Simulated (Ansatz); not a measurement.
Cell and atoms:

```cif
data_structure
_symmetry_space_group_name_H-M 'P m -3 m'
_symmetry_Int_Tables_number 221
_cell_length_a 3.5357
_cell_length_b 3.5357
_cell_length_c 3.5357
_cell_angle_alpha 90.000
_cell_angle_beta 90.000
_cell_angle_gamma 90.000
_cell_volume 44.20
loop_
_atom_site_label
_atom_site_type_symbol
_atom_site_symmetry_multiplicity
_atom_site_Wyckoff_symbol
_atom_site_fract_x
_atom_site_fract_y
_atom_site_fract_z
_atom_site_occupancy
Fe1 Fe 1 a 0.00000 0.00000 0.00000 1
Co1 Co 3 c 0.50000 0.50000 0.00000 1
```

Q: Say what kind of structure these coordinates give.

A: The formula is FeCo3. Symmetry: Pm-3m (No. 221), primitive cubic lattice. This arrangement goes by the name Cu₃Au (L1₂) type. Cell content 1 Fe, 3 Co; Z = 1. Fe is coordinated by twelve Co in a cuboctahedral arrangement at 2.50 Å. The coordination shell of Co holds eight Co and four Fe in a cuboctahedral arrangement (2.50 Å to Co, 2.50 Å to Fe). The bonds build a three-dimensional framework.

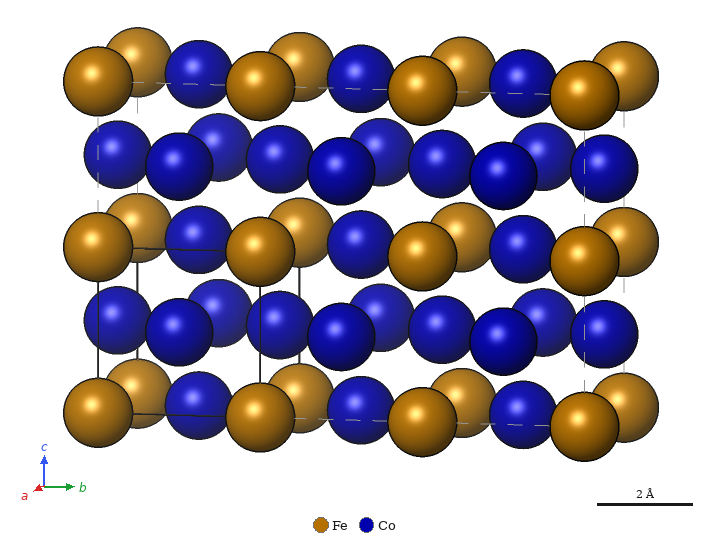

The image is a spheres-only drawing of a crystal, viewed slightly off an axis. The drawing covers 1×3×2 cells, and the solid lines enclose one conventional unit cell.

It goes back to a structure listed in the Materials Project. Earlier steps of the study, as a rule a relaxation of our own, may have changed the cell and positions, so they can lie some per cent off the listed ones. Ansatz was used for an electronic-structure calculation on it.
